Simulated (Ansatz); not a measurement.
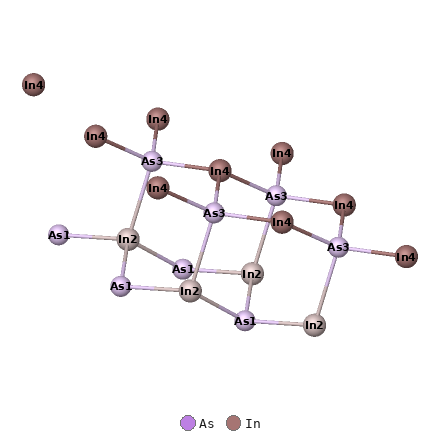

The system is H on an InAs(111) slab cut from the F-43m phase, its upper half relaxed before the scan (4 atoms of substrate and one adsorbate in a 1 × 1 cell); the picture shows it without the atoms that are moved over the map. H is moved over the surface cell at a fixed height above a rigid substrate; the origin of the map has the adsorbate above In4; the height is held at 3.30 Å. Places are given modulo a cell vector. The map is drawn in real space over the plane of the surface. The scan uses a 9 × 9 grid; 19 points were computed and 62 follow by symmetry. Energies: meV, counted from the lowest grid point. The runs have no spin polarisation, so an open-shell adsorbate far from the surface lies too high. With one adsorbate in each 1 × 1 cell, its nearest image is 4.3 Å away, so neighbouring adsorbates interact. At a fixed height the lowest place need not be the adsorption site. The calculation used DFT PBE+D3(BJ), scalar-relativistic, plane waves, PAW in Ansatz 0.2.0. Settings: cutoff 420 eV, k-mesh 6×6×1, gaussian smearing 0.1 eV, no spin polarisation.

Range: position of H5 along the first surface vector from 0.000 to 0.889; position of H5 along the second surface vector from 0.000 to 0.889.

**What will the energy surface look like?**

The lowest grid point is at the top site over a surface In atom, (0/9, 0/9) of the cell vectors. It is the only kind of minimum in the scanned range. The highest grid point, a threefold hollow, (3/9, 6/9) of the cell vectors, lies 207 meV above the lowest. On the interpolated surface the easiest way out of the lowest well to its copy in the next cell or period passes a barrier of about 188 meV.

```csv
"second ↓, first →",0/9,1/9,2/9,3/9,4/9,5/9,6/9,7/9,8/9
8/9,22,60,119,170,191,170,119,60,22
7/9,77,119,165,196,196,165,119,77,60
6/9,140,170,196,207,196,170,140,119,119
5/9,182,191,196,196,191,182,171,167,171
4/9,182,170,165,170,182,192,197,197,192
3/9,140,119,119,140,171,197,206,197,171
2/9,77,60,77,119,167,197,197,167,119
1/9,22,22,60,119,171,192,171,119,60
0/9,0,22,77,140,182,182,140,77,22
```

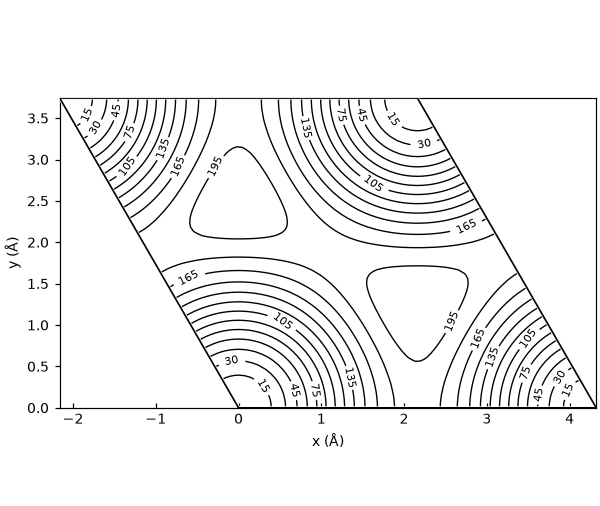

The picture shows contour lines labelled in meV, the outline of one cell of the plane. Between grid points the surface is interpolated.

Time for the 19 points that were run: 4.4 min on 1 thread of Intel(R) Xeon(R) Platinum 8375C CPU @ 2.90GHz (Ice Lake) (shared host).

PAW datasets: the set soft_1.
